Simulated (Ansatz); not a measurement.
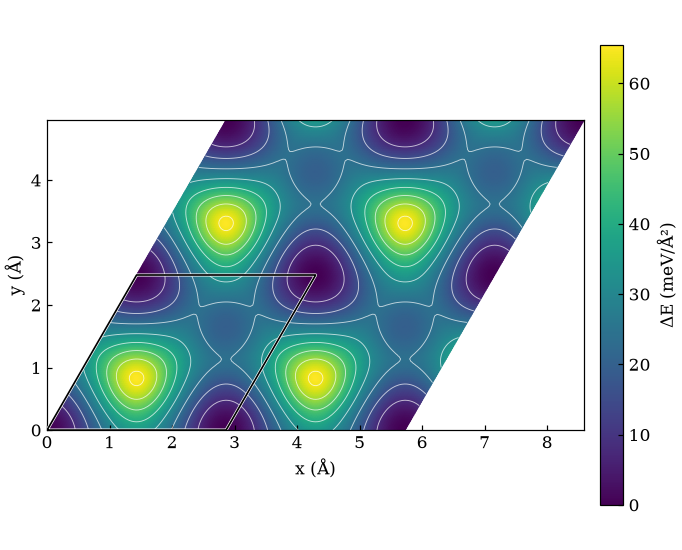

Ti (P6_3/mmc, No. 194; 6 atoms in the cell). Gamma surface: rigid slide across a plane, one fault a cell; the plane is (0 0 1) of the conventional cell. Places are given modulo a cell vector. The map is drawn in real space over the plane of the slide. Nothing is relaxed (rigid halves, spacing across the cut fixed). The scan uses a 12 × 12 grid; 31 points were computed and 113 follow by symmetry. All energies are given in meV/Å² relative to the lowest grid point. Computed with Ansatz, DFT LDA, scalar-relativistic, plane waves, PAW. Settings: cutoff 520 eV, k-mesh 17×17×4 in the order of the run's cell vectors, gaussian smearing 0.15 eV, no spin polarisation.

The picture shows a smooth colour map with a few white contour lines, the outline of one cell of the 2 × 2 shown. Between grid points the surface is interpolated.

The lowest grid point is at (0/12, 0/12) of the cell vectors. A higher local minimum lies near (8/12, 8/12) of the cell vectors (19.6 meV/Å² above the lowest at that grid point). These are metastable stacking faults of the rigid slide. The highest grid point, (4/12, 4/12) of the cell vectors, lies 65.4 meV/Å² above the lowest. On the interpolated surface the easiest way out of the lowest well to the well at (8/12, 8/12) of the cell vectors passes a barrier of about 24 meV/Å².

The level of theory is changed to DFT PBEsol, scalar-relativistic, plane waves, PAW in Ansatz; with it change the cell, relaxed at the new level (first cell vector 2.900 Å, before 2.864 Å), the gap across the cut 2.30 Å (before 2.27 Å); the new grid has 6 × 6 points.

Q: How does the landscape change?

A: The lowest place stays at (0/6, 0/6) of the cell vectors. The span from the lowest to the highest grid point grows from 65.4 to 69.7 meV/Å². The easiest pass out of the lowest well goes from about 24 to about 25 meV/Å² on the interpolated surfaces.

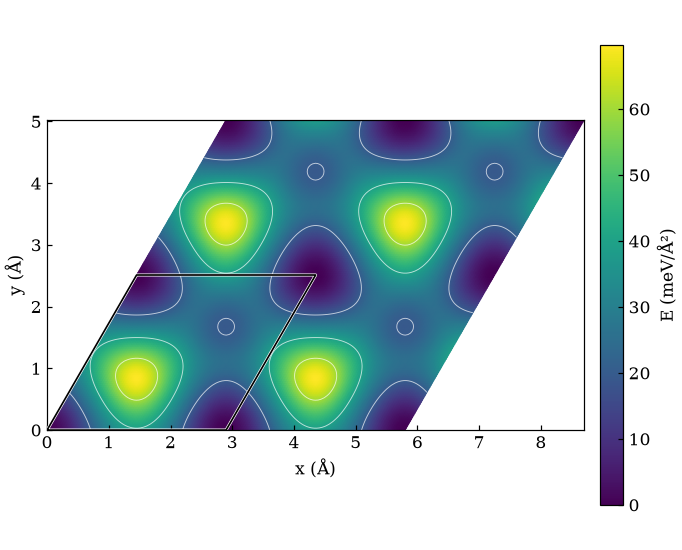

The map after the change, on a colour scale of its own. In the figure: a smooth colour map with a few white contour lines, the outline of one cell of the 2 × 2 shown. Between grid points the surface is interpolated.

PAW datasets: the set soft_1.
